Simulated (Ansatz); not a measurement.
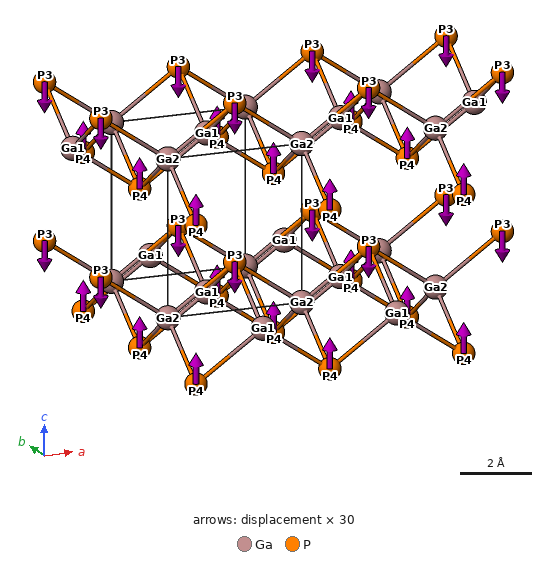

This is a relaxation of solid GaP (a generated structure, set up in P4/nmm). The starting structure is drawn; purple arrows show the displacements (the part carried along by the change of the cell is left out), 30 times their true length.

The picture is a ball-and-stick view of the cell of the calculation, repeated 2 × 1 × 1 with one cell outlined, seen slightly off an axis.

Case: Bi → P, In → Ga on all its sites, cell and atoms relaxed.

Computed with DFT PBE, scalar-relativistic, plane waves, PAW (Ansatz).

Input file:
```yaml
crystal:
  lattice:
    - [4.0970596247, 0.0, 0.0]
    - [0.0, 4.0970596247, 0.0]
    - [0.0, 0.0, 4.6583789607]
  atoms:
    - { symbol: Ga, position: [0.5, 0.5, 0.0] }
    - { symbol: Ga, position: [0.0, 0.0, 0.0] }
    - { symbol: P, position: [0.5, 0.0, 0.3023582656] }
    - { symbol: P, position: [0.0, 0.5, 0.6976417344] }
basis:
  ecutwfc: 420
kpoints:
  mp_grid: { grid: [10, 10, 10] }
hamiltonian:
  xc: pbe
scf:
  occupations: { method: gaussian, width: 0.1 }
output:
  forces: true
  stress: true
  eigenvalues: true
relax:
  adjacent_minimum: "off"
  f_tol: 0.01
  max_steps: 60
  cell: { stress_tol: 0.1 }
```

Launched with:
```bash
ansatz run input.yaml --threads 1 --pin off --max-ram 2560MiB --backend cpu --events-out ev --progress --plain --runs-dir out
```

Q: Atoms of which element are displaced furthest, and by how much?

A: Phosphorus: up to 0.031 Å, against 0.000 Å for gallium.

Q: Describe the change and its energy.

A: After 4 accepted moves (5 points after the start) the energy has fallen by 0.6 meV per atom. Largest force component: 0.031 eV/Å at the start, 0.00077 eV/Å at the end. The pressure goes from 0.36 to 0.04 GPa. At 1 point the geometry stayed and the basis and grid were re-selected for the new cell (energy shift of 0.1 meV per atom at most each time). The largest moves relative to the cell, 0.031 Å, are those of P3 and P4. P3 goes along −c. Ga stays in place. The volume changes by +2.1 %, with a = b 4.097 → 4.105 Å (+0.2 %), c 4.658 → 4.736 Å (+1.7 %). The space group stays P4/nmm (No. 129).
